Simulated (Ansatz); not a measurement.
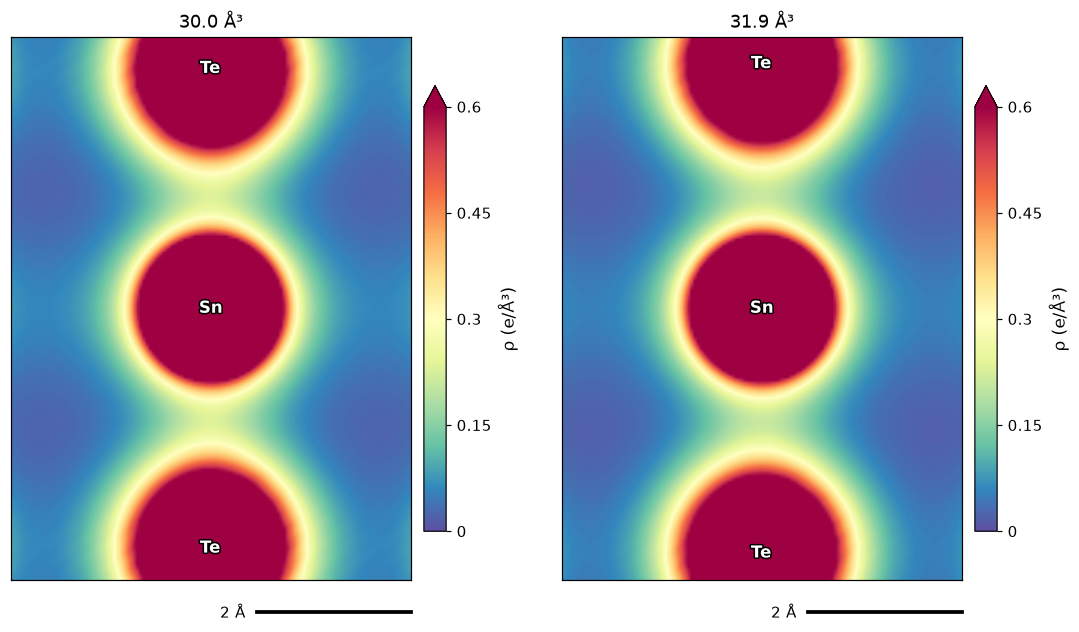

SnTe. The valence electron density of cells scaled evenly to different volumes (given per atom above each panel), on the (11̄0) plane of each (indices in the axes of the cell below), at one length scale and on one colour scale.

All numbers below come from Kohn-Sham DFT of a periodic cell, HSE06, Ansatz PAW in Ansatz 0.2.0.

Core electrons are frozen (PAW), and the valence fields are smoothed inside the atomic spheres.

The largest cell:

```
CELL_PARAMETERS angstrom
0.00000 3.17172 3.17172
3.17172 0.00000 3.17172
3.17172 3.17172 0.00000
ATOMIC_POSITIONS crystal
Te 0.50000 0.50000 0.50000
Sn 0.00000 0.00000 0.00000
```

| volume (Å³/atom) | Sn–Te contact in the plane (Å) | ρ at its midpoint (e/Å³) | pressure (GPa) | 
| --- | --- | --- | --- |
| 30.03 | 3.108 | 0.239 | 2.7 | 
| 31.28 | 3.151 | ? | ? | 
| 31.91 | 3.172 | 0.217 | 0.3 | 

Q: What values belong in the row with question marks?

A: Over the known rows ln ρ falls by 1.51 per Å of Sn–Te distance (the line through the two), which gives 0.224 e/Å³ at 3.151 Å; the calculation gives 0.224 e/Å³. For the pressure, a straight line in volume between the neighbouring rows gives 1.1 GPa; the calculation gives 1.1.
